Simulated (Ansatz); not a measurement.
# CsAuBr3 (I4/mmm): band gap by G0W0 on LDA

Aim: the quasiparticle gap of CsAuBr3 (I4/mmm), starting from LDA.

Method: LDA, then G0W0 on it, plane waves, PAW, in Ansatz 0.2.0.

In doubt: one-shot GW on d or f shells is unsure (step 3), so the values of those runs are not to be relied on.

**1. Set-up**

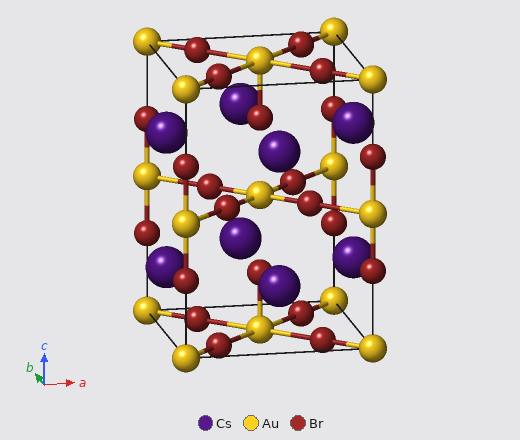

The cell as given, slightly off an axis (caesium purple, gold yellow, bromine red). This picture shows the conventional cell, with its axes. Some periodic images of atoms are drawn too.

The cell and positions come from the Crystallography Open Database and are kept as given unless a step says otherwise. Spin-orbit coupling is left out unless a step names it. The default PAW set here is soft_2. Its files were made with PBE.

**2. The LDA band structure**

Levels along a band path and on the mesh show where this functional puts the band edges.

This step: DFT, LDA, plane waves, PAW.

Input file input.yaml:

```yaml
crystal:
  lattice:
    - [-3.8796, 3.8796, 5.65395]
    - [3.8796, -3.8796, 5.65395]
    - [3.8796, 3.8796, -5.65395]
  atoms:
    - { symbol: Cs, position: [0.75, 0.25, 0.5] }
    - { symbol: Cs, position: [0.25, 0.75, 0.5] }
    - { symbol: Au, position: [0.0, 0.0, 0.0] }
    - { symbol: Au, position: [0.5, 0.5, 0.0] }
    - { symbol: Br, position: [0.222, 0.222, 0.444] }
    - { symbol: Br, position: [0.222, 0.778, 0.0] }
    - { symbol: Br, position: [0.778, 0.778, 0.556] }
    - { symbol: Br, position: [0.778, 0.222, 0.0] }
    - { symbol: Br, position: [0.7122, 0.7122, 0.0] }
    - { symbol: Br, position: [0.2878, 0.2878, 0.0] }
kpoints:
  mp_grid: { grid: [4, 4, 4] }
  band_path:
    path:
      - [[0.0, 0.0, 0.0], [0.0, 0.0, 0.5], [0.25, 0.25, 0.25], [0.0, 0.5, 0.0], [0.0, 0.0, 0.0], [0.5, 0.5, -0.5], [0.36770908, 0.63229092, -0.36770908]]
      - [[-0.36770908, 0.36770908, 0.36770908], [0.0, 0.0, 0.0]]
      - [[0.0, 0.0, 0.5], [-0.23541817, 0.23541817, 0.5]]
      - [[0.5, 0.5, -0.23541817], [0.5, 0.5, -0.5]]
    npoints: 10
hamiltonian:
  xc: lda
scf:
  occupations: { method: fermi_dirac, width: 0.02 }
  n_extra_bands: 7
output:
  eigenvalues: true
```

On the command line:

```console
> ansatz run input.yaml --threads 16 --pin off --max-ram 82944MiB --backend cuda --events-out ev --progress --plain --runs-dir out --devices 1 --max-vram 78GiB
```

Numbers of over 12 decimals in the logs are rounded to 6 here.

Log:

```text
scf.n_extra_bands = 7 over 49 filled bands (N_el = 98.0): the run solves 56 bands
GPUs: using 1 of 1 available (devices: 1).
Engine: ansatz 0.2.0, aarch64-unknown-linux-gnu
Pseudopotentials: kind: paw
Pseudopotential: Cs, paw, valence charge 9, recommended cutoff 420 eV (normal), Cs.paw.azcp
Pseudopotential: Au, paw, valence charge 19, recommended cutoff 420 eV (normal), Au.paw.azcp
Pseudopotential: Br, paw, valence charge 7, recommended cutoff 420 eV (normal), Br.paw.azcp
Functional definition: SPW92
  exchange = slater_x
  correlation = pw_c
device memory: the entry about to start is reckoned to put 16.1 GiB on a device that reports 111.9 GiB free (of which the cap on the GPU budget leaves the run 78.0 GiB)
GPU FFT provider: cuFFT
GPU libraries: cuBLAS 13.8.1, cuFFT 12.4.0, cuSOLVER 12.3.2
GPU matrix products: emulated (plane waves: as basis.precision tells), large ones in fixed point in workspaces of 1.00 GiB
Crystal: 10 atoms, lattice volume = 340.397 Å³
Basis set: ecut = 420 eV, 6639 PW (Γ)
Bands: 56, of which v1, the nominal top of the filled ones, is band 49 counted from 1 (48 counted from 0)
Symmetry: 16 space group operations
Space group: I4/mmm (ITA 139), of the structure as read, at distance tolerance 7.0e-5 Å
k-points: 13 of 64
Non-local potential: Cs, projectors of the file, l = 0: 3, l = 1: 2, l = 2: 2, l = 3: 2
Non-local potential: Au, projectors of the file, l = 0: 3, l = 1: 2, l = 2: 2, l = 3: 1
Non-local potential: Br, projectors of the file, l = 0: 2, l = 1: 2, l = 2: 2
PAW form: soft (Blöchl's): semilocal exchange-correlation on the pseudo side does not see the compensation charge
PAW frozen core: Cs, regenerated for the run's functional, and the local potential with it (the file was generated under x = pbe(κ = 0.804, μ = 0.219515), c = pbe(β = 0.066725))
PAW frozen core: Au, regenerated for the run's functional, and the local potential with it (the file was generated under x = pbe(κ = 0.804, μ = 0.219515), c = pbe(β = 0.066725))
PAW frozen core: Br, regenerated for the run's functional, and the local potential with it (the file was generated under x = pbe(κ = 0.804, μ = 0.219515), c = pbe(β = 0.066725))
PAW one-centre angular grid: Cs, 194 points (default); XC on 64 Gauss nodes
PAW one-centre angular grid: Au, 590 points (default); XC on 64 Gauss nodes
PAW one-centre angular grid: Br, 110 points (default); XC on 64 Gauss nodes
Initial density: superposition of atomic densities (neutral atoms: chi_scale 0, normalization atom), corrected by the library's trained network
Initial wavefunctions: pseudopotential atomic-orbital guess
GPU buffer pool allocated for 157464 grid points (all kernels)
GPU transforms: local potential and band sums: pruned to the plane-wave sphere, on 54×54×54
Functional: x = slater, c = lda
SCF iter   1: F=—  HF=-52911.457623 eV  |F-HF|=—  |Δ(HF+E_count)|=         —  Δρ=4.31e-3  dr2=4.23e-2  ethr=1.77e-3  ⟨swp⟩=10.5  Hψ=3692  notcnv=0  defer=2
preconditioner: auto → Resta (q_TF=auto, 2.217 Å⁻¹)  ε∞=4.4  [insulator: Δε(μ)=0.860 eV  Ē_g=9.581 eV  σ=0.020 eV  W_gap=1.00  n_scr=58 (ndim 8)  ℏωp=17.8 eV  f_vac=0.042  D(μ)=0.00/eV (n_scr^D=0)  ε∞_Penn≈4.4]
SCF iter   2: F=—  HF=-52911.451332 eV  |F-HF|=—  |Δ(HF+E_count)|=   6.29e-3  Δρ=2.33e-3  dr2=1.28e-2  ethr=4.32e-5  ⟨swp⟩=2.8  Hψ=1385  notcnv=0  defer=27
SCF iter   3: F=—  HF=-52911.449488 eV  |F-HF|=—  |Δ(HF+E_count)|=   1.84e-3  Δρ=8.43e-4  dr2=2.76e-3  ethr=1.31e-5  ⟨swp⟩=2.1  Hψ=1089  notcnv=0  defer=27
SCF iter   4: F=—  HF=-52911.449131 eV  |F-HF|=—  |Δ(HF+E_count)|=   3.57e-4  Δρ=1.97e-4  dr2=1.40e-4  ethr=2.81e-6  ⟨swp⟩=2.0  Hψ=1272  notcnv=0  defer=27
SCF iter   5: F=—  HF=-52911.448875 eV  |F-HF|=—  |Δ(HF+E_count)|=   2.55e-4  Δρ=1.32e-4  dr2=9.98e-5  ethr=1.42e-7  ⟨swp⟩=2.2  Hψ=1191  notcnv=0  defer=27
SCF iter   6: F=—  HF=-52911.449721 eV  |F-HF|=—  |Δ(HF+E_count)|=   8.46e-4  Δρ=2.69e-5  dr2=5.34e-6  ethr=1.02e-7  ⟨swp⟩=2.1  Hψ=1034  notcnv=0  defer=27
SCF iter   7: F=—  HF=-52911.449721 eV  |F-HF|=—  |Δ(HF+E_count)|=   1.26e-8  Δρ=1.00e-5  dr2=7.32e-7  ethr=5.45e-9  ⟨swp⟩=2.0  Hψ=1303  notcnv=0  defer=27
SCF iter   8: F=-52911.449721 eV  HF=-52911.449721 eV  |F-HF|=3.62e-8  |Δ(HF+E_count)|=   6.61e-9  Δρ=3.49e-6  dr2=7.66e-8  ethr=1.02e-10  ⟨swp⟩=9.8  Hψ=2898  notcnv=0
SCF 1 converged in 8 iterations: F = -52911.449721 eV  dr2 = 7.66e-8
  greatest PAW one-centre occupation: 1.003 electrons in one spin orbital (limit 2), on the Au atom at site 2 (counted from 0), in its partial waves of l = 0
device memory: the entry about to start is reckoned to put 15.9 GiB on a device that reports 111.9 GiB free (of which the cap on the GPU budget leaves the run 78.0 GiB)
NSCF: frozen V_eff on 94 k-points, pencils in batches of 32, up to order 248
SCF converged after 8 iterations
Free energy (F): -52911.449721 eV
Harris-Foulkes:  -52911.449721 eV  (|F-HF|=3.62e-8)
Internal energy: -52911.449721 eV  (E = F + TS)
E sigma→0 (E₀):  -52911.449721 eV
Fermi energy:    4.370105 eV
--- Per-component energies (eV) ---
  E_band       = -1175.149088
  E_kinetic    = 2295.706004
  E_local      = -9688.524744  (includes V_loc(G=0)·N_el)
  E_nonlocal   = 658.069804
  E_hartree    = 3921.661802
  E_xc         = -2363.716496
  E_vxc        = -1429.257368  (∫ρ·V_xc dr)
  E_paw        = -41617.731367  (= ΣΔE_a)
  E_vpaw       = -854.481070  (= ΣTr[D̂ρ^β])
  E_aug_tail   = 0.002512  (compensation charges beyond the density's cutoff)
  E_ewald      = -6119.742851
  E_core_change = 2.825616  (= ΣΔE_core)
  E_smearing   = -0.000000  (= −TS)
  E_closure    = -0.000000  (closes the sum)
  Σ components = -52911.449721   (vs F -52911.449721, Δ=0.00e0)
--- Band table (eV; the first three rows and the last of 13) ---
  k-point 0: bands = [... 45 lower, 3.2186, 3.4162, 3.5480, 3.5480, 5.7179, 6.8237, 8.1774, 8.7416, ... 3 higher]
  k-point 1: bands = [... 45 lower, 3.2382, 3.3914, 3.5289, 3.5835, 5.3692, 7.1566, 8.7281, 9.1215, ... 3 higher]
  k-point 2: bands = [... 45 lower, 3.0234, 3.2095, 3.2917, 3.5130, 5.8233, 8.3427, 9.4848, 9.6454, ... 3 higher]
  k-point 12: bands = [... 45 lower, 2.9316, 3.3909, 3.3909, 3.4011, 5.7127, 8.2674, 9.2775, 9.7270, ... 3 higher]
```

Elapsed: 1.5 s, on 1 × NVIDIA GB200 (shared by 2 runs) with 16 threads of Arm Neoverse V2, shared host; peak memory 1.3 GiB.

Reading the cycles: dr2 is the Hartree energy of the density residual (eV), the measure of convergence; HF is the Harris–Foulkes estimate of the energy, which meets the free energy F at convergence.

This step gave:

- filled bands: 49
- gap: 0.8576 eV
- valence top at: k = (-0.221, 0.221, 0.221)
- conduction bottom at: k = (0.250, -0.250, 0.250)
- least direct gap: 0.8843 eV

Over mesh and path the gap is 0.858 eV, from k = (-0.221, 0.221, 0.221) to k = (0.250, -0.250, 0.250). The least direct gap found is 0.884 eV, at k = (-0.221, 0.221, 0.221). On the 4×4×4 mesh alone the same run gives 0.897 eV, so that mesh misses an edge of LDA: 0.897 − 0.858 = +0.039 eV.

Electronic bands along the path, in eV, zero at the top of the highest nominally filled band:

```
     point  band 46  band 47  band 48  band 49  band 50  band 51  band 52  band 53
         Γ    -0.75    -0.55    -0.42    -0.42     1.75     2.86     4.21     4.78
         X    -0.94    -0.76    -0.67    -0.45     1.86     4.38     5.52     5.68
         P    -0.97    -0.76    -0.66    -0.66     1.68     4.16     5.08     6.05
         N    -0.79    -0.76    -0.56    -0.09     0.87     3.57     3.79     5.35
         Γ    -0.75    -0.55    -0.42    -0.42     1.75     2.86     4.21     4.78
         M    -1.03    -0.57    -0.57    -0.56     1.75     4.30     5.31     5.76
         S    -0.69    -0.62    -0.58    -0.56     1.28     4.40     4.51     5.63
jump to S0    -0.69    -0.62    -0.58    -0.56     1.28     4.40     4.51     5.63
         Γ    -0.75    -0.55    -0.42    -0.42     1.75     2.86     4.21     4.78
 jump to X    -0.94    -0.76    -0.67    -0.45     1.86     4.38     5.52     5.68
         R    -0.73    -0.63    -0.55    -0.43     1.26     4.57     4.66     5.93
 jump to G    -0.73    -0.63    -0.55    -0.43     1.26     4.57     4.66     5.93
         M    -1.03    -0.57    -0.57    -0.56     1.75     4.30     5.31     5.76
```

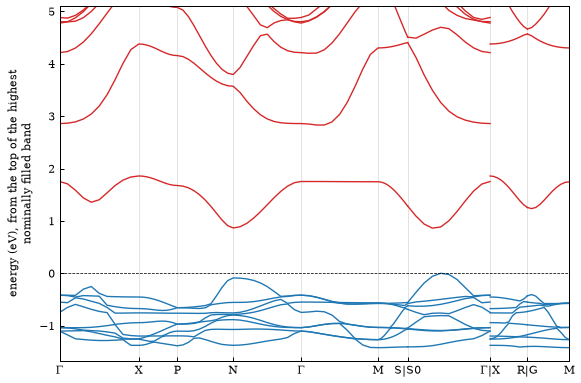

Electronic bands along the path; lines of filled and empty bands in two colours.

**3. One-shot GW**

G0W0 replaces the xc potential by a self-energy built once from the orbitals of the start. Levels are corrected in the window of bands that the input names, at points of the mesh.

This step: G0W0 on LDA, plane waves, PAW.

Input file input.yaml:

```yaml
crystal:
  lattice:
    - [-3.8796, 3.8796, 5.65395]
    - [3.8796, -3.8796, 5.65395]
    - [3.8796, 3.8796, -5.65395]
  atoms:
    - { symbol: Cs, position: [0.75, 0.25, 0.5] }
    - { symbol: Cs, position: [0.25, 0.75, 0.5] }
    - { symbol: Au, position: [0.0, 0.0, 0.0] }
    - { symbol: Au, position: [0.5, 0.5, 0.0] }
    - { symbol: Br, position: [0.222, 0.222, 0.444] }
    - { symbol: Br, position: [0.222, 0.778, 0.0] }
    - { symbol: Br, position: [0.778, 0.778, 0.556] }
    - { symbol: Br, position: [0.778, 0.222, 0.0] }
    - { symbol: Br, position: [0.7122, 0.7122, 0.0] }
    - { symbol: Br, position: [0.2878, 0.2878, 0.0] }
kpoints:
  mp_grid: { grid: [4, 4, 4] }
hamiltonian:
  xc: lda
  pseudopotentials: { kind: paw, source: ansatz }
scf:
  occupations: { method: fixed }
gw:
  n_empty_bands: 2873
  ecut_chi: 240.0
  qp_bands: [v3, c3]
  qp_kpoints: band_edges
  screening: { model: contour_deformation }
```

Log:

```text
GPUs: using 1 of 1 available (devices: 1).
[...]
Crystal: 10 atoms, lattice volume = 340.397 Å³
Basis set: ecut = 680 eV, 13677 PW (Γ)
Bands: 95, of which v1, the nominal top of the filled ones, is band 79 counted from 1 (78 counted from 0)
Symmetry: 16 space group operations
[...]
k-points: 13 of 64
[...]
SCF iter   1: F=—  HF=-73140.623370 eV  |F-HF|=—  |Δ(HF+E_count)|=         —  Δρ=4.53e-2  dr2=1.50e1  ethr=3.10e-3  ⟨swp⟩=11.9  Hψ=5249  notcnv=0  defer=179
[...]
SCF iter   6: F=—  HF=-73134.469728 eV  |F-HF|=—  |Δ(HF+E_count)|=   7.55e-3  Δρ=8.38e-4  dr2=3.05e-3  ethr=1.82e-5  ⟨swp⟩=5.0  Hψ=2186  notcnv=0  defer=182
[...]
SCF iter   8: F=—  HF=-73134.469557 eV  |F-HF|=—  |Δ(HF+E_count)|=   8.37e-5  Δρ=6.05e-5  dr2=9.89e-6  ethr=6.81e-8  ⟨swp⟩=3.2  Hψ=2561  notcnv=0  defer=182
[...]
SCF iter  10: F=-73134.469558 eV  HF=-73134.469558 eV  |F-HF|=7.14e-9  |Δ(HF+E_count)|=   3.92e-7  Δρ=2.86e-6  dr2=3.61e-8  ethr=6.33e-11  ⟨swp⟩=29.5  Hψ=11761  notcnv=0
SCF 1 converged in 10 iterations: F = -73134.469558 eV  dr2 = 3.61e-8
[...]
NSCF: frozen V_eff on 13 k-points
[...]
SCF converged after 10 iterations
[...]
3    80      6.5277   -19.4319    -2.4266   -22.0263  0.7038     6.6971     6.6956  root
     3    81      8.1645   -13.3558    -3.8935   -17.6937  0.7242     8.6078     8.6090  root
     3    82      9.7858    -5.0145    -3.8931    -9.4329  0.7746    10.3293    10.3110  root
     4    77      4.4814   -21.7134     2.7096   -18.1825  0.6904     3.5532     3.6601  root ?
     4    78      4.5602   -23.1808     3.0033   -19.3738  0.6825     3.6574     3.7566  root
     4    79      4.6841   -22.1702     2.8937   -18.4292  0.6915     3.7110     3.8368  root ?
     4    80      6.6706   -19.7438    -2.3048   -22.1732  0.7018     6.7961     6.7953  root
     4    81      9.0854   -12.1665    -4.3686   -16.9900  0.7306     9.5633     9.5402  root
     4    82      9.7969   -10.8261    -4.5463   -15.8380  0.7205    10.2892    10.2625  root
     5    77      4.4647   -23.2206     3.1757   -19.2383  0.6766     3.5531     3.6580  root ?
     5    78      4.6653   -23.1370     2.9322   -19.3813  0.6884     3.7360     3.8418  root ?
     5    79      5.1294   -22.7477     1.5594   -20.6191  0.7070     4.5359     4.5602  root
     5    80      6.0861   -18.3889    -2.2994   -20.8482  0.7178     6.2470     6.2460  root
     5    81      8.7857   -11.2561    -4.2266   -15.9269  0.7312     9.2420     9.2300  root
     5    82      9.0092   -10.6731    -4.2917   -15.4743  0.7575     9.5253     9.5187  root
     6    77      4.5166   -23.0506     3.0014   -19.2485  0.6813     3.6181     3.7159  root
     6    78      4.6046   -22.3830     2.9855   -18.5554  0.6877     3.6384     3.7625  root ?
     6    79      4.8237   -23.0854     1.9515   -20.5082  0.6991     4.1629     4.1981  root
     6    80      6.4976   -18.9703    -2.4187   -21.5553  0.7074     6.6654     6.6640  root
     6    81      8.5976   -11.7652    -4.1655   -16.3827  0.7426     9.0731     9.0496  root
     6    82      9.9603   -11.1154    -4.5624   -16.1855  0.7530    10.4881    10.4680  root
     7    77      4.4588   -22.0518     3.0540   -18.1355  0.6885     3.4489     3.5966  root ?
     7    78      4.5641   -22.2099     2.9813   -18.3870  0.6872     3.5980     3.7224  root ?
     7    79      4.5641   -22.2099     2.9813   -18.3870  0.6872     3.5980     3.7224  root ?
     7    80      6.8963   -19.6215    -2.5338   -22.3178  0.6939     7.0605     7.0588  root
     7    81      9.3706   -11.8222    -4.5415   -16.7831  0.6911     9.7977     9.7900  root
     7    82     10.2874   -12.8918    -4.9334   -18.3390  0.7048    10.8516    10.8012  root
     8    77      4.6509   -22.7794     3.0138   -18.9243  0.6877     3.6876     3.8096  root ?
     8    78      4.6509   -22.7794     3.0138   -18.9243  0.6877     3.6876     3.8096  root ?
     8    79      4.6652   -20.0996     2.5514   -16.5560  0.7017     3.6094     3.6730  root
     8    80      6.9693   -20.3601    -2.6993   -23.2322  0.6777     7.1445     7.1420  root
     8    81      8.2498   -12.5462    -3.9641   -16.9478  0.7232     8.6892     8.6873  root
     8    82      9.7948    -5.4348    -3.8982    -9.8607  0.7760    10.3384    10.3225  root
     9    77      4.5489   -19.9107     2.5922   -16.3390  0.6983     3.5014     3.5693  root
     9    78      4.6471   -23.3667     3.1019   -19.4296  0.6852     3.6942     3.8119  root ?
     9    79      4.6786   -22.4823     2.1842   -19.6293  0.6918     3.9623     4.0098  root
     9    80      6.5416   -19.5006    -2.4309   -22.0968  0.7028     6.7085     6.7070  root
     9    81      9.0643   -12.3092    -4.2948   -17.0485  0.7247     9.5279     9.5089  root
     9    82      9.7735   -10.6714    -4.4816   -15.6206  0.7227    10.2651    10.2411  root
    10    77      4.6093   -22.8891     3.0634   -18.9919  0.6853     3.6580     3.7754  root ?
    10    78      4.7085   -22.8684     3.0141   -19.0078  0.6889     3.7373     3.8620  root ?
    10    79      5.1771   -22.8117     1.4846   -20.7771  0.7092     4.6055     4.6271  root
    10    80      6.0783   -18.3508    -2.3026   -20.8160  0.7181     6.2420     6.2409  root
    10    81      8.6573   -11.7569    -4.2015   -16.4358  0.7202     9.1382     9.1348  root
    10    82      9.8740   -10.9596    -4.5040   -15.9384  0.7433    10.3603    10.3489  root
    11    77      4.5932   -23.7998     3.2182   -19.7554  0.6811     3.6536     3.7669  root ?
    11    78      4.6651   -22.8251     3.0300   -18.9535  0.6874     3.7014     3.8235  root ?
    11    79      4.8069   -23.3500     1.8835   -20.8679  0.7001     4.1776     4.2083  root
    11    80      6.4592   -18.8668    -2.4390   -21.4824  0.7088     6.6375     6.6359  root
    11    81      9.7707   -13.1137    -4.6943   -18.2447  0.7098    10.2301    10.2074  root
    11    82      9.8824   -12.3221    -4.6334   -17.4863  0.7486    10.4270    10.4131  root
    12    77      4.6466   -23.7532     3.1764   -19.7420  0.6840     3.6944     3.8117  root ?
    12    78      4.6466   -23.7532     3.1764   -19.7420  0.6840     3.6944     3.8117  root ?
    12    79      4.6576   -20.0763     2.5544   -16.5317  0.7014     3.6032     3.6674  root
    12    80      6.9666   -20.3513    -2.6992   -23.2228  0.6778     7.1413     7.1389  root
    12    81      9.5178   -13.8749    -4.5125   -18.8372  0.6622     9.9611     9.9676  root
    12    82     10.5338    -4.9179    -3.9818    -9.4427  0.7686    11.0991    11.0767  root
```

The job ended after 8.4 min (1 × NVIDIA GB200 (shared by 2 runs) with 16 threads; peak memory 37 GiB).

This step gave:

```
bands summed                                    : 2952
RPA ε∞ on this mesh (eigenvalues)               : 3.897, 11.72, 11.72
plane waves in the screening matrix             : 2799
q-points in the mesh                            : 64
G0W0 gap over the corrected points              : 1.614 eV
k of the valence top                            : 0.25, -0.25, 0.25
k of the conduction bottom                      : 0.25, -0.25, 0.25
starting gap on the mesh                        : 0.9012 eV
Z at the valence top                            : 0.7092
Z at the conduction bottom                      : 0.7181
least direct G0W0 gap over the corrected points : 1.614 eV
```

Over all 13 irreducible mesh points the G0W0 gap is 1.614 eV, direct, at k = (0.250, -0.250, 0.250). The LDA gap of this run on the mesh is 0.901 eV. The two states that bound the G0W0 gap lie that far apart at the start, so the correction of the gap is 1.614 − 0.901 = +0.713 eV. The start of this run differs from the step before in files (soft_2 PAW and hard PAW) and plane-wave cutoff (420 eV and 680 eV). The program marks 26 of the 78 corrected levels as in doubt (energies apart, Σc rises), neither edge state among them.

Labels follow the order of the start: v1 is the top filled band, c1 the lowest empty one; levels that stay degenerate share a row, the window can cut a multiplet, doubted levels are not marked in this list, bands outside the window were not corrected, and the list may be a part of the corrected levels. Levels before and after the correction, in eV, zero at the valence-band top of each column:

```
           conduction bottom  valence top
Kohn-Sham               0.90         0.00
     G0W0               1.61         0.00
```

```
                          level  occupation  energy (eV)
Kohn-Sham  (0.25 -0.25 0.25) v3           2       -0.568
Kohn-Sham  (0.25 -0.25 0.25) v2           2       -0.469
Kohn-Sham  (0.25 -0.25 0.25) v1           2        0.000
Kohn-Sham  (0.25 -0.25 0.25) c1           0        0.901
Kohn-Sham  (0.25 -0.25 0.25) c2           0        3.480
Kohn-Sham  (0.25 -0.25 0.25) c3           0        4.697
     G0W0  (0.25 -0.25 0.25) v3           2       -0.852
     G0W0  (0.25 -0.25 0.25) v2           2       -0.765
     G0W0  (0.25 -0.25 0.25) v1           2        0.000
     G0W0  (0.25 -0.25 0.25) c1           0        1.614
     G0W0  (0.25 -0.25 0.25) c2           0        4.508
     G0W0  (0.25 -0.25 0.25) c3           0        5.722
```

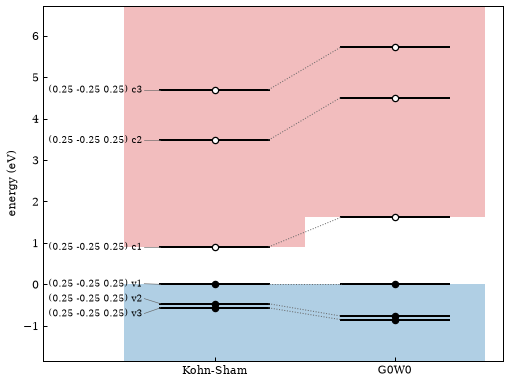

Levels before and after the correction. Shaded: valence and conduction bands. Filled marks are occupied levels, open marks empty ones.

The parts of the quasiparticle energy for the two states that bound the G0W0 gap, in eV on the run's own scale (QP = start + Σx + Σc − Vxc, with Σc at the quasiparticle energy):

```
             edge                       k  band  start       Σx      Σc      Vxc      Z     QP
      valence top  (0.250, -0.250, 0.250)    79  5.177  −22.812   1.485  −20.777  0.709  4.627
conduction bottom  (0.250, -0.250, 0.250)    80  6.078  −18.351  −2.303  −20.816  0.718  6.241
```

(Part 1 of 2 ends here.)

[Paths, hosts, dates, memory and timing lines, banners, echoed tables and standing remarks are left out of the program output.]

[Logs are printed without paths, hosts, clocks, repeated set-up lines and the standing remarks that a program may print on its own settings, such as how far it seeks lower states.]

[Runs of the session that timed out or met a known fault of the program may be left out.]

[Cells called generated may have been cut or substituted from an entry of the Crystallography Open Database or the Materials Project.]

[Hosts, paths, dates, database ids (printed as entryN), source tags and the programs' standing remarks are cut or masked in the printed files.]

[Where an RPA ε∞ is given, it is that of the G0W0 mesh and is not shown converged in it. Names of k-points follow the symmetry that the program found, which can be lower than the space group named. Band edges on a path are those of the sampled points; other points can move an edge, and change direct to indirect where valleys lie close.]

[Hybrid gaps are those of their k-mesh and are not shown converged in it.]
